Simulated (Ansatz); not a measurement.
The compound is CdTe (space group F-43m, No. 216), taken as the geometry relaxed with DFT PBEsol, scalar-relativistic, plane waves, PAW in Ansatz 0.2.0.

```
Cd Te
1.0
     6.48934    0.00000    0.00000
     0.00000    6.48934    0.00000
     0.00000    0.00000    6.48934
Cd Te
4 4
Direct
  0.00000 0.00000 0.00000
  0.00000 0.50000 0.50000
  0.50000 0.00000 0.50000
  0.50000 0.50000 0.00000
  0.25000 0.25000 0.75000
  0.25000 0.75000 0.25000
  0.75000 0.25000 0.25000
  0.75000 0.75000 0.75000
```

Describe the stacking along [111], with columns A (0, 0), B (1/3, 2/3), C (2/3, 1/3) of the hexagonal mesh spanned by (a − b)/2 and (b − c)/2.

Cd(A) – Te(B) – Cd(B) – Te(C) – Cd(C) – Te(A) (six layers in 11.24 Å).

Te layers alone: BCA, the cubic close-packed type.

Cd: three tetrahedral sites in each hexagonal cell.

Polytype symbol 3C, the symbol of a tetrahedral polytype (number of double layers in the repeat and lattice).

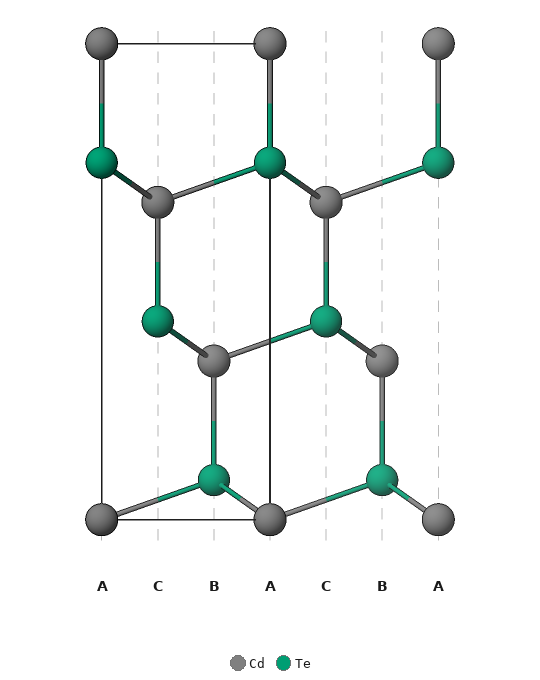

Projection along an edge of the hexagonal mesh, stacking direction [111] upwards. The dashed lines mark the three columns A (0, 0), B (1/3, 2/3) and C (2/3, 1/3). The box is the hexagonal cell of the face-centred cubic lattice. The sequence starts with the first layer at or above the cell's origin.
